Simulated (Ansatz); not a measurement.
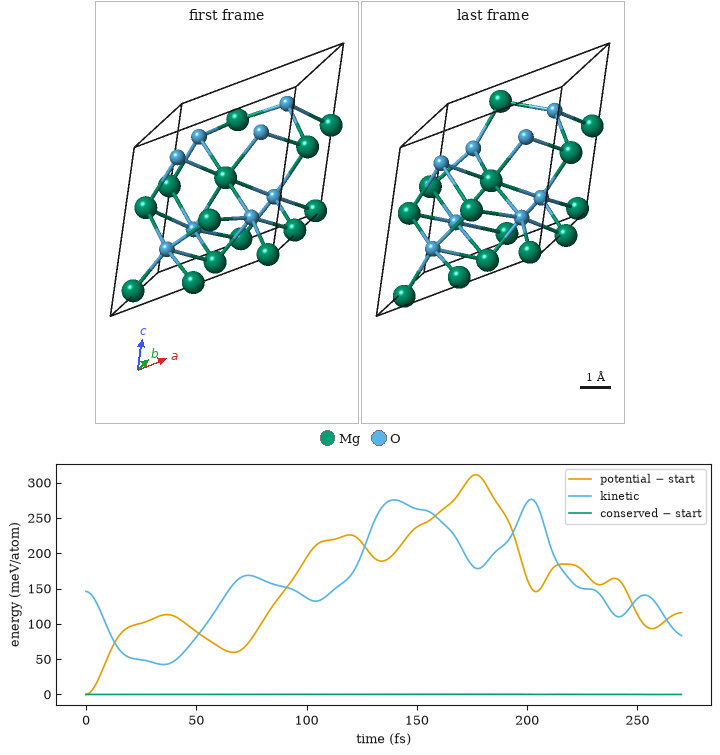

First-principles dynamics of MgO with an interstitial Mg (17 atoms in the cell), 270 fs long. The picture is a ball-and-stick view of the reduced simulation cell, seen slightly off an axis. Bonds to atoms that aren't drawn are left out. Lengths and directions refer to the drawn axes.

Method: Ansatz 0.2.0, DFT PBE, scalar-relativistic, plane waves, PAW. Set-up: plane-wave cutoff 420 eV; k-point mesh 2 × 2 × 2; Fermi-Dirac smearing 0.05 eV; low-accuracy preset; Nosé-Hoover thermostat (NVT); set temperature 1200 K; time step 1 fs; thermostat time 50.0 fs.

Q: Check the integration.

A: The conserved quantity stays between −0.038 and 0.34 meV per atom of its start. A straight-line fit has a slope that amounts to −0.017 meV per atom over 270 fs (under 0.1 % of the mean kinetic energy), its mean offset in the second half is 0.1 %, and the ripple about the line is 0.1 % of the kinetic energy's fluctuation. With a drift under 2 % and a ripple under 7 %, the integration is accurate. Over the second half the temperature averages 1583 K (spread ±483 K). That is still far from the set 1200 K: the thermostat hasn't settled it within this run. The potential energy is still drifting at the end, so the run hasn't reached equilibrium. The potential energy in the second half lies on average 196 meV per atom above the first frame.

Limits of the set-up: the k-point mesh is coarse for a cell with partly filled bands; the program's low-accuracy preset was used; the periodic images lie only 5.9 Å apart, so the values are limited by the cell's size.

Cost: 11 min on 1 thread of Intel(R) Xeon(R) Platinum 8488C (Sapphire Rapids), on a shared host, peak memory 0.54 GiB.

PAW datasets: the set soft_1.
